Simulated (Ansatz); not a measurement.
## Run report: Bi₂Te₃, geometry relaxation

- system: Bi₂Te₃ (R-3m, 5 atoms in the cell)
- method: DFT PBE, scalar-relativistic, plane waves, PAW, no spin polarisation (Ansatz 0.2.0)

The structure derives from an entry of the Crystallography Open Database.

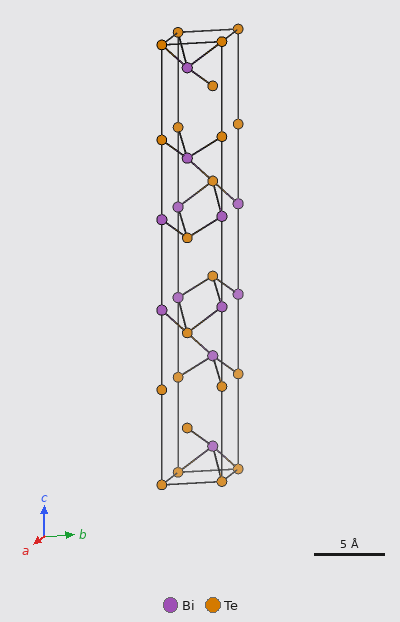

The structure as given in the input (ball-and-stick view of the cell 3 times as large as that of the calculation, set on its symmetry axes, seen slightly off an axis). An atom can appear more than once, as a periodic image. Near neighbours in the periodic cell (some may lie outside the picture): Bi has 6 Te at 3.09 to 3.29 Å; Te has 6 Bi at 3.29 Å; Te has 3 Bi at 3.09 Å.

**The input**
```yaml
crystal:
  lattice:
    - [2.2232747022, 1.2836082478, 10.7228911982]
    - [-2.2232747022, 1.2836082478, 10.7228911982]
    - [0.0, -2.5672164956, 10.7228911982]
  atoms:
    - { symbol: Bi, position: [0.3972076334, 0.3972076334, 0.3972076334] }
    - { symbol: Bi, position: [0.6027923666, 0.6027923666, 0.6027923666] }
    - { symbol: Te, position: [0.0, 0.0, 0.0] }
    - { symbol: Te, position: [0.2160333219, 0.2160333219, 0.2160333219] }
    - { symbol: Te, position: [0.7839666781, 0.7839666781, 0.7839666781] }
basis:
  ecutwfc: 420
kpoints:
  mp_grid: { grid: [12, 12, 12] }
hamiltonian:
  xc: pbe
scf:
  occupations: { method: gaussian, width: 0.02 }
output:
  forces: true
  stress: true
  eigenvalues: true
  write_density: true
  write_potential: true
  elf: true
  volumetric_format: npy
relax:
  adjacent_minimum: "off"
  f_tol: 0.005
  max_steps: 80
  cell: { stress_tol: 0.05 }
```

Launch command:
```bash
ansatz run input.yaml --threads 1 --pin off --max-ram 2560MiB --backend cpu --events-out ev --progress --plain --runs-dir out
```

**The program's output**
```
basis.fft_grid_basis auto: the FFT boxes are laid along the combinations [[1, -1, 0], [0, 1, 0], [0, -1, 1]] of the cell's own vectors, 4.447, 11.026 and 4.447 Å long. The dense box has 30×75×30 points. Along the cell's own vectors, as sized, it would have 75×75×75, 6.25 times as many. Of the 12 symmetry operations that the crystal satisfies within crystal.symmetry.tolerance (time reversal apart; of a slab, those that keep its plane) the dense box along the cell's own vectors carries 12, and the one as laid loses 8 of those. basis.fft_grid_basis: typed keeps the cell's own vectors: state it where this run's energies or levels are differenced outside the engine with another run's, or held beside a run that keeps those vectors. Those combinations have planes normal to reciprocal vector 3, as the cell's own vectors have. Each planar average written beside output.write_density, output.write_potential has a row for each plane of the box: 30. The volumetric files lie along those combinations, not along the cell's own vectors: a cube or XSF file states them, and fields.json those of NumPy files.
Engine: ansatz 0.2.0, x86_64-unknown-linux-gnu
Pseudopotentials: kind: paw
Pseudopotential: Bi, paw, valence charge 15, recommended cutoff 420 eV (normal), Bi.paw.azcp
Pseudopotential: Te, paw, valence charge 16, recommended cutoff 420 eV (normal), Te.paw.azcp
Functional definition: PBE
  parameter kappa = 0.804
  parameter beta = 0.06672455060314922
  exchange = pbe_x(kappa = kappa, mu = beta*pi^2/3)
  correlation = pbe_c(beta = beta)
Crystal: 5 atoms, lattice volume = 183.607 Å³
Basis set: ecut = 420 eV, 3617 PW (Γ), FFT grids on a1−a2, a2, −a2+a3, exchange–correlation on 60×150×60 points (8 copies of the dense FFT grid, shifted against one another)
Bands: 47, of which v1, the nominal top of the filled ones, is band 39 counted from 1 (38 counted from 0)
Symmetry: 12 space group operations
Space group: R-3m (ITA 166), of the structure as read, at distance tolerance 5.7e-5 Å
k-points: 189 of 1728
Non-local potential: Bi, projectors of the file, l = 0: 2, l = 1: 2, l = 2: 2, l = 3: 2
Non-local potential: Te, projectors of the file, l = 0: 2, l = 1: 2, l = 2: 2, l = 3: 2
PAW form: soft (Blöchl's): semilocal exchange-correlation on the pseudo side does not see the compensation charge
PAW one-centre angular grid: Bi, 590 points (default); XC on 64 Gauss nodes
PAW one-centre angular grid: Te, 590 points (default); XC on 64 Gauss nodes
Initial density: superposition of atomic densities (neutral atoms: chi_scale 0, normalization atom), corrected by the library's trained network
Initial wavefunctions: pseudopotential atomic-orbital guess
Functional: x = pbe(κ = 0.804, μ = 0.2195149727645171), c = pbe(β = 0.06672455060314922)
SCF iter   1: F=—  HF=-45734.181976 eV  |F-HF|=—  |Δ(HF+E_count)|=         —  Δρ=1.20e-3  dr2=6.70e-3  ethr=1.77e-3  ⟨swp⟩=9.2  Hψ=39178  notcnv=0  defer=4
preconditioner: auto → Resta (q_TF=auto, 2.366 Å⁻¹)  ε∞=4.1  [insulator: Δε(μ)=0.561 eV  Ē_g=8.248 eV  σ=0.020 eV  W_gap=1.00  n_scr=44 (ndim 8)  ℏωp=14.5 eV  f_vac=0.039  D(μ)=0.00/eV (n_scr^D=0)  ε∞_Penn≈4.1]
SCF iter   2: F=—  HF=-45734.178486 eV  |F-HF|=—  |Δ(HF+E_count)|=   3.49e-3  Δρ=6.00e-4  dr2=1.93e-3  ethr=8.59e-6  ⟨swp⟩=2.8  Hψ=19359  notcnv=0  defer=289
SCF iter   3: F=—  HF=-45734.178485 eV  |F-HF|=—  |Δ(HF+E_count)|=   7.08e-7  Δρ=3.53e-4  dr2=2.42e-4  ethr=2.47e-6  ⟨swp⟩=1.8  Hψ=9170  notcnv=0  defer=289
SCF iter   4: F=—  HF=-45734.178662 eV  |F-HF|=—  |Δ(HF+E_count)|=   1.76e-4  Δρ=1.37e-4  dr2=3.47e-5  ethr=3.11e-7  ⟨swp⟩=2.0  Hψ=13125  notcnv=0  defer=289
SCF iter   5: F=—  HF=-45734.178829 eV  |F-HF|=—  |Δ(HF+E_count)|=   1.68e-4  Δρ=5.69e-5  dr2=6.81e-6  ethr=4.45e-8  ⟨swp⟩=2.0  Hψ=11240  notcnv=0  defer=289
SCF iter   6: F=—  HF=-45734.178836 eV  |F-HF|=—  |Δ(HF+E_count)|=   6.54e-6  Δρ=9.95e-6  dr2=3.22e-7  ethr=8.74e-9  ⟨swp⟩=2.7  Hψ=14969  notcnv=0  defer=289
SCF iter   7: F=-45734.178836 eV  HF=-45734.178836 eV  |F-HF|=7.50e-9  |Δ(HF+E_count)|=   4.39e-7  Δρ=2.70e-6  dr2=2.81e-8  ethr=1.28e-10  ⟨swp⟩=16.3  Hψ=73854  notcnv=0
SCF 1 converged in 7 iterations: F = -45734.178836 eV  dr2 = 2.81e-8
  greatest PAW one-centre occupation: 0.998 electrons in one spin orbital (limit 2), on the Te atom at site 4 (counted from 0), in its partial waves of l = 2
relax step   1: F+E_penalty+E_count = -45734.17883643 eV  Δ(F+E_penalty+E_count) = +0.000e0 eV  max|allowed force component| = 1.267e-4 eV/Å  Δτ_max = 0.0000 Å  P = +0.000 GPa  Ω = 183.607 Å³  (7 SCF iters, dr2 threshold 1.00e-7 eV, accepted)
Initial density: handed on by an earlier stage of this run
Initial wavefunctions: pseudopotential atomic-orbital guess (no wavefunctions were taken with the density)
iter 1 solved again at ethr=3.50e-7 eV; its pass at ethr=3.10e-3 eV (dr2=2.73e-4 eV) is discarded
SCF iter   1: F=—  HF=-45734.178699 eV  |F-HF|=—  |Δ(HF+E_count)|=         —  Δρ=2.97e-6  dr2=3.10e-8  ethr=3.50e-7  ⟨swp⟩=3.9  Hψ=64069  notcnv=0
eigensolver tolerance schedule: the retry pair's looser diagonalisation over-reported the residual by 8811.99 of it (diagonalisation noise at 211.02 of the residual, at the tolerance the schedule requests for it); recorded, not acted on — ethr = c·dr2/N_el stays at c = 1.0e-1
preconditioner: auto → Resta (q_TF=auto, 2.366 Å⁻¹)  ε∞=4.1  [insulator: Δε(μ)=0.547 eV  Ē_g=8.249 eV  σ=0.020 eV  W_gap=1.00  n_scr=44 (ndim 8)  ℏωp=14.5 eV  f_vac=0.039  D(μ)=0.00/eV (n_scr^D=0)  ε∞_Penn≈4.1]
SCF iter   2: F=—  HF=-45734.178836 eV  |F-HF|=—  |Δ(HF+E_count)|=   1.37e-4  Δρ=1.89e-6  dr2=1.04e-8  ethr=3.97e-11  ⟨swp⟩=3.8  Hψ=24049  notcnv=0
SCF iter   3: F=—  HF=-45734.178836 eV  |F-HF|=—  |Δ(HF+E_count)|=   7.14e-9  Δρ=1.02e-6  dr2=4.31e-9  ethr=1.33e-11  ⟨swp⟩=3.0  Hψ=16157  notcnv=0
SCF iter   4: F=—  HF=-45734.178836 eV  |F-HF|=—  |Δ(HF+E_count)|=   5.70e-9  Δρ=5.36e-7  dr2=1.67e-9  ethr=5.52e-12  ⟨swp⟩=2.0  Hψ=11499  notcnv=0
SCF iter   5: F=—  HF=-45734.178836 eV  |F-HF|=—  |Δ(HF+E_count)|=  6.11e-10  Δρ=2.29e-7  dr2=5.66e-10  ethr=2.14e-12  ⟨swp⟩=2.0  Hψ=10612  notcnv=0
SCF iter   6: F=-45734.178836 eV  HF=-45734.178836 eV  |F-HF|=0.00e0  |Δ(HF+E_count)|=  1.16e-10  Δρ=1.68e-7  dr2=4.09e-11  ethr=1.00e-12  ⟨swp⟩=6.0  Hψ=46204  notcnv=0
SCF 2 converged in 6 iterations: F = -45734.178836 eV  dr2 = 4.09e-11
relax step   2: F+E_penalty+E_count = -45734.17883644 eV  Δ(F+E_penalty+E_count) = -1.424e-8 eV  max|allowed force component| = 1.222e-4 eV/Å  Δτ_max = 0.0000 Å  P = +0.000 GPa  Ω = 183.607 Å³  stress off target by 1.12e-3 GPa  SCF on the basis re-selected at this cell (its energy is not comparable with the rows above)  (6 SCF iters)
```

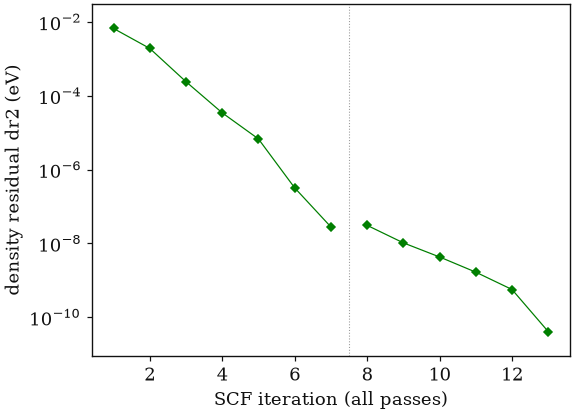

Convergence of the self-consistent field: density residual dr2 against the SCF iteration. The dotted lines part the SCF passes of the relaxation: geometry steps, rejected trials and re-solves on a re-selected basis. The passes take 7 and 6 iterations.

```
basis re-selected at this cell: Δ(F+E_penalty+E_count) = -1.424e-8 eV, ΔP = -0.000 GPa vs the last step (what re-selecting the basis moved, of the pressure what is left beyond the Pulay correction that the steps carried, after the strain that the cell walked since its last selection, with what the two solves' SCF thresholds leave and, on support functions, any second-order correction that the steps lacked; it is no measure of the basis error at this ecutwfc). This SCF's stress stands 1.12e-3 GPa from its target on what of the cell is left free (relax.cell.stress_tol is 5.00e-2 GPa) and its largest allowed force component is 1.22e-4 eV/Å (relax.f_tol is 5.00e-3 eV/Å): within both
SCF converged after 6 iterations
Free energy (F): -45734.178836 eV
Harris-Foulkes:  -45734.178836 eV  (|F-HF|=0.00e0)
Internal energy: -45734.178836 eV  (E = F + TS)
E sigma→0 (E₀):  -45734.178836 eV
Fermi energy:    8.128482 eV
--- Per-component energies (eV) ---
  E_band       = -1073.887880
  E_kinetic    = 1141.544999
  E_local      = -7493.389240  (includes V_loc(G=0)·N_el)
  E_nonlocal   = 191.638210
  E_hartree    = 3698.986364
  E_xc         = -675.008575
  E_vxc        = -599.846913  (∫ρ·V_xc dr)
  E_paw        = -35312.598301  (= ΣΔE_a)
  E_vpaw       = -1711.806657  (= ΣTr[D̂ρ^β])
  E_aug_tail   = -0.001420  (compensation charges beyond the density's cutoff)
  E_ewald      = -7285.350874
  E_smearing   = -0.000000  (= −TS)
  E_closure    = 0.000000  (closes the sum)
  Σ components = -45734.178836   (vs F -45734.178836, Δ=0.00e0)
--- Forces (eV/Å), atoms counted from 1 ---
  atom   1  Bi     0.00000000     0.00000000    -0.00012220
  atom   2  Bi     0.00000000    -0.00000000     0.00012220
  atom   3  Te     0.00000000     0.00000000    -0.00000000
  atom   4  Te     0.00000000     0.00000000    -0.00008974
  atom   5  Te     0.00000000     0.00000000     0.00008974
  max |Σ_I F_I| component: 0.00e0 eV/Å
--- Stress (GPa, compression-positive) ---
        0.001118       0.000000       0.000000
        0.000000       0.001118      -0.000000
        0.000000      -0.000000      -0.001042
  P = ⅓ Tr σ = 0.0004 GPa (0.004 kbar)
--- Band table (eV; the first three rows and the last of 189) ---
  k-point 0: bands = ["-28.4259", "-28.4259", "-28.4257", "-28.4257", "-28.4127", "-28.4127", "-28.4118", "-28.4118", "-28.4065", "-28.4065", "-28.2846", "-28.2779", "-28.2779", "-28.2486", "-28.2486", "-15.0603", "-15.0603", "-15.0589", "-15.0589", "-15.0538", "-15.0528", "-15.0502", "-15.0502", "-15.0491", "-15.0491", "-4.8968", "-4.3497", "-2.8736", "-0.8544", "-0.1399", "6.0947", "6.1331", "6.4589", "6.4589", "6.6029", "6.6029", "7.2751", "7.2751", "7.8549", "8.4020", "8.9836", "8.9836", "9.9342", "10.1366", "10.1366", "13.1012", "14.0111"]
  k-point 1: bands = ["-28.4259", "-28.4258", "-28.4257", "-28.4256", "-28.4128", "-28.4127", "-28.4118", "-28.4118", "-28.4065", "-28.4064", "-28.2846", "-28.2779", "-28.2779", "-28.2486", "-28.2485", "-15.0607", "-15.0596", "-15.0593", "-15.0583", "-15.0534", "-15.0524", "-15.0506", "-15.0502", "-15.0494", "-15.0490", "-4.8393", "-4.2982", "-2.8384", "-0.8904", "-0.2125", "5.6611", "5.7277", "6.2169", "6.5558", "6.6387", "6.7769", "7.0624", "7.2168", "7.5856", "8.8599", "9.1985", "9.2903", "9.9131", "10.1548", "10.2490", "13.0790", "13.4413"]
  k-point 2: bands = ["-28.4258", "-28.4257", "-28.4256", "-28.4254", "-28.4128", "-28.4128", "-28.4119", "-28.4117", "-28.4064", "-28.4063", "-28.2845", "-28.2780", "-28.2779", "-28.2486", "-28.2484", "-15.0621", "-15.0606", "-15.0580", "-15.0566", "-15.0527", "-15.0516", "-15.0510", "-15.0502", "-15.0499", "-15.0487", "-4.6683", "-4.1473", "-2.7391", "-1.0143", "-0.4243", "5.0251", "5.2576", "5.7764", "5.8709", "6.3914", "6.9365", "7.0220", "7.2234", "7.4969", "9.2011", "9.4277", "9.5554", "10.1262", "10.2916", "10.9215", "12.5920", "13.3741"]
  k-point 188: bands = ["-28.4259", "-28.4259", "-28.4257", "-28.4257", "-28.4127", "-28.4127", "-28.4118", "-28.4118", "-28.4065", "-28.4065", "-28.2846", "-28.2779", "-28.2779", "-28.2486", "-28.2486", "-15.0603", "-15.0603", "-15.0590", "-15.0590", "-15.0538", "-15.0528", "-15.0502", "-15.0502", "-15.0491", "-15.0491", "-4.8416", "-4.4639", "-2.6793", "-1.2445", "0.1517", "5.6597", "6.4141", "6.4141", "6.6222", "6.7110", "6.7110", "7.1637", "7.1637", "7.5985", "8.6656", "9.1985", "9.1985", "9.8070", "9.9215", "9.9215", "13.1443", "13.8994"]
--- Relaxed structure (1 steps of the walk, 1 accepted, 1 SCFs on fresh bases) ---
  F+E_penalty+E_count = -45734.17883644 eV   max|allowed force component| = 1.222e-4 eV/Å   (the final SCF, on the basis selected at the relaxed cell)
  cell:  # Å, volume = 183.6068 Å³
    - [2.2232747022020307, 1.2836082477988273, 10.7228911982]
    - [-2.2232747022020307, 1.2836082477988273, 10.7228911982]
    - [0.0, -2.5672164955976546, 10.7228911982]
  atoms:
    - { symbol: Bi, position: [0.3972076333999999, 0.3972076333999999, 0.3972076333999999] }
    - { symbol: Bi, position: [0.6027923666000001, 0.6027923666000001, 0.6027923666000001] }
    - { symbol: Te, position: [0.0, 0.0, 0.0] }
    - { symbol: Te, position: [0.2160333219, 0.2160333219, 0.2160333219] }
    - { symbol: Te, position: [0.7839666781000001, 0.7839666781000001, 0.7839666781000001] }
```

**Trajectory as extended XYZ (Å, eV, eV/Å), 2 frames, from step=1 to step=2**
```
5
Lattice="2.2233 1.2836 10.7229 -2.2233 1.2836 10.7229 0.0000 -2.5672 10.7229" Properties=species:S:1:pos:R:3:forces:R:3 step=1 energy=-45734.17884 pressure_GPa=0.00
Bi    0.0000    0.0000   12.7776    0.0000   0.0000  -0.0001
Bi    0.0000    0.0000   19.3910    0.0000   0.0000   0.0001
Te    0.0000    0.0000    0.0000    0.0000   0.0000   0.0000
Te    0.0000    0.0000    6.9495    0.0000   0.0000  -0.0001
Te    0.0000    0.0000   25.2192    0.0000   0.0000   0.0001
5
Lattice="2.2233 1.2836 10.7229 -2.2233 1.2836 10.7229 0.0000 -2.5672 10.7229" Properties=species:S:1:pos:R:3:forces:R:3 step=2 energy=-45734.17884 pressure_GPa=0.00
Bi    0.0000    0.0000   12.7776    0.0000   0.0000  -0.0001
Bi    0.0000    0.0000   19.3910    0.0000   0.0000   0.0001
Te    0.0000    0.0000    0.0000    0.0000   0.0000   0.0000
Te    0.0000    0.0000    6.9495    0.0000   0.0000  -0.0001
Te    0.0000    0.0000   25.2192    0.0000   0.0000   0.0001
```

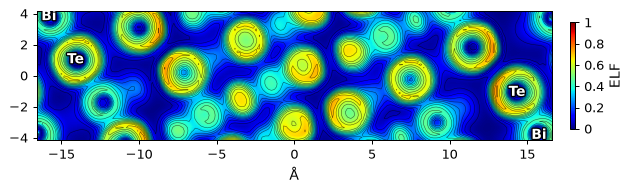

Electron localisation function on the (111) plane of the conventional cell. Atoms in the plane: Bi and Te. Bi–Te (3.09 Å): the ELF peaks at about 0.65 in the valence shell of Te, 1.3 Å from its nucleus, and drops to about 0.35 between the two atoms. Bi–Te (3.29 Å): the ELF peaks at about 0.65 in the valence shell of Te, 1.3 Å from its nucleus, and drops to about 0.30 between the two atoms. The strong features right at Bi lie inside the PAW spheres (semicore, d or f shells) and say nothing about bonding. In a PAW calculation such maps are meaningful between the atoms, not at the nuclei.

**Summary**

- outcome: converged
- space group (tolerance 0.01 Å): R-3m (166)
- electrons treated: 78
- free energy: −45734.1788 eV
- Fermi energy: 8.128 eV
- gap on the k-point mesh: 0.55 eV
- pressure: 0.00 GPa
- final volume: 183.61 Å³
- largest force (length of the vector) at the end: under 0.001 eV/Å
- final cell: a = 11.026 Å, b = 11.026 Å, c = 11.026 Å, α = 23.27°, β = 23.27°, γ = 23.27°
- hardware: 1 thread of Intel Xeon @ 2.70GHz, 189 GiB of memory available, shared host
- wall time: 4.4 min
- peak memory: 1.2 GiB

**Remarks**

Spin–orbit coupling is left out, which matters for Bi.
